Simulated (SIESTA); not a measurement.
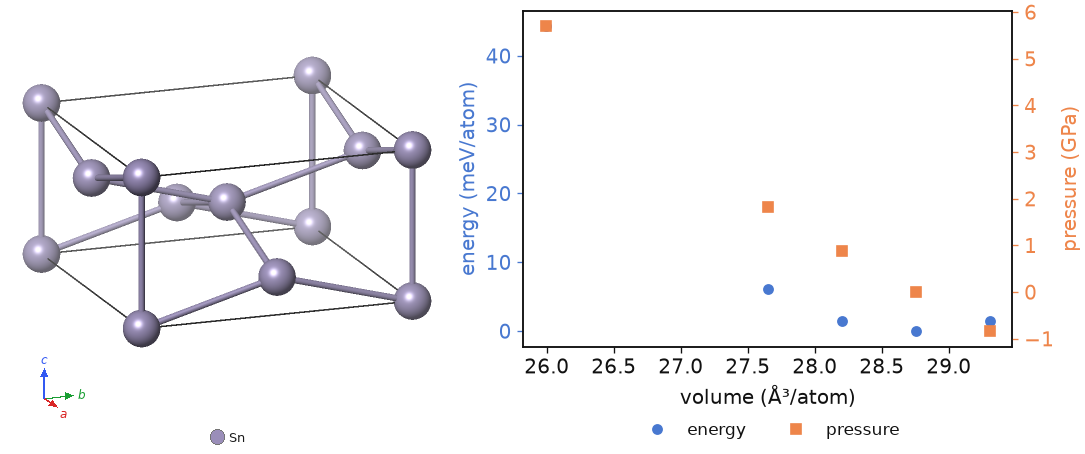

Plotted: energy and pressure against volume for Sn, space group I4_1/amd (No. 141). The conventional cell is drawn beside the plot.

Cell as given: a = 4.455 Å, b = 4.455 Å, c = 4.455 Å, α = 97.40°, β = 97.40°, γ = 137.92°; 2 atoms.

Method: DFT in numerical atomic orbitals with pseudopotentials, no spin polarisation; energies at scaled volumes of the given cell, shape and fractions fixed, counted from the fit's minimum, third-order Birch-Murnaghan fit (SIESTA 5.4.2). Level: PBE.

k mesh 9×9×9; occupations Fermi–Dirac; smearing width 0.05 eV; potentials PseudoDojo 0.4 standard, converted to PSML, two zetas on semicore shells; program settings basis TZDP, mesh cutoff 500 Ry.

The points at volume 26.54 Å³/atom and 27.10 Å³/atom are left out of the plot. What values does the calculation give there?

```json
{"volume (Å³/atom)": "26.54", "energy (meV/atom)": "27.17", "pressure (GPa)": "4.31"}
{"volume (Å³/atom)": "27.10", "energy (meV/atom)": "14.46", "pressure (GPa)": "3.05"}
```

Note: mulliken charges of long orbitals; shape and atomic fractions are frozen while scaling, which makes layered, chain and framework solids too stiff.
